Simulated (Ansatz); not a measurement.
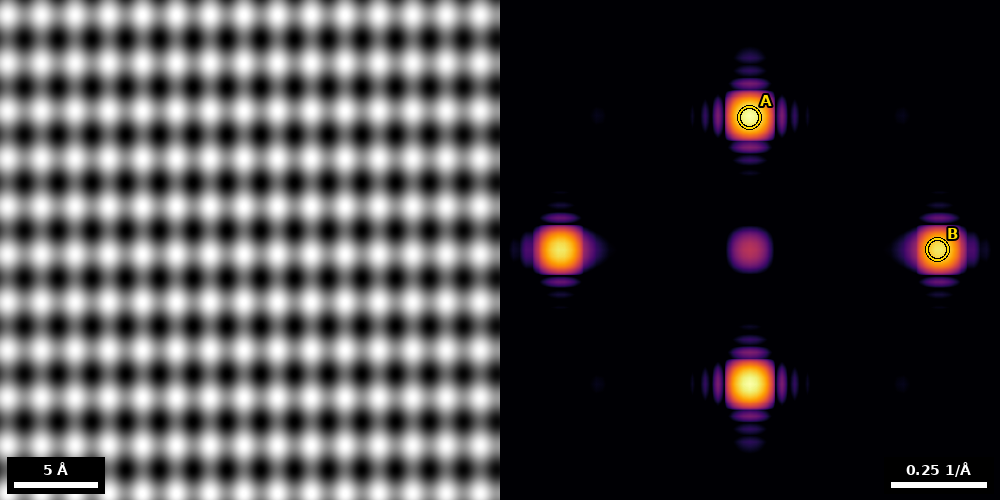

Phase-contrast TEM-like image of Pr (Im-3m, No. 229) along [110]. Simulated in the weak-phase-object approximation with neutral-atom potentials: 300 kV, Cs = 1.00 mm, defocus −532 Å (negative is underfocus), defocus spread 20 Å, aperture 0.51 1/Å. Atomic positions: the geometry given to an electronic-structure calculation, possibly off equilibrium; the starting structure was generated, so it need not be a known form of this composition.

The right panel is the modulus of the image's Fourier transform on a logarithmic scale.

a = 4.058 Å, b = 4.058 Å, c = 4.058 Å, α = 90.00°, β = 90.00°, γ = 90.00°

Q: Index the marked spots and give their plane spacings (the zone axis points at the viewer; indices equivalent by symmetry, or all signs reversed, are as good).

A: (1 -1 0), d = 2.87 Å; B: (002), d = 2.03 Å. A and B enclose 90°, and every spot obeys the zone law hu + kv + lw = 0 for [110].
